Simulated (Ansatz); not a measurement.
Cell and atoms:

```cif
data_structure
_symmetry_space_group_name_H-M 'P 1'
_symmetry_Int_Tables_number 1
_cell_length_a 3.3571
_cell_length_b 3.3571
_cell_length_c 8.3401
_cell_angle_alpha 90.000
_cell_angle_beta 90.000
_cell_angle_gamma 90.000
_cell_volume 94.00
loop_
_atom_site_label
_atom_site_type_symbol
_atom_site_fract_x
_atom_site_fract_y
_atom_site_fract_z
_atom_site_occupancy
I1 I 0.00000 0.00000 0.00000 1
I2 I 0.50000 0.50000 0.50000 1
```

Before looking at a picture, describe the arrangement of atoms.

Answer. The element is iodine. Space group: I4/mmm (No. 139). Lattice: body-centred tetragonal. The cell holds two atoms. Each I atom has four I in a square planar arrangement at 3.36 Å around it. The bonds build I layers parallel to (001).

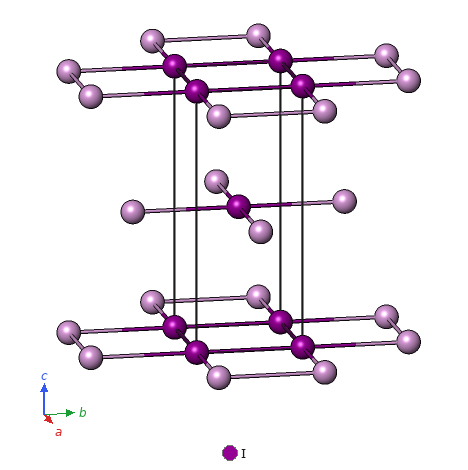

Drawn in the ball-and-stick manner and seen slightly off an axis. The parallelepiped is the conventional unit cell. Bonded atoms from the next cells complete the picture, in fainter colours.

The structure comes from a structure listed in the Materials Project. The cell was then strained or its atoms displaced on purpose. It was run through Ansatz as a DFT input.
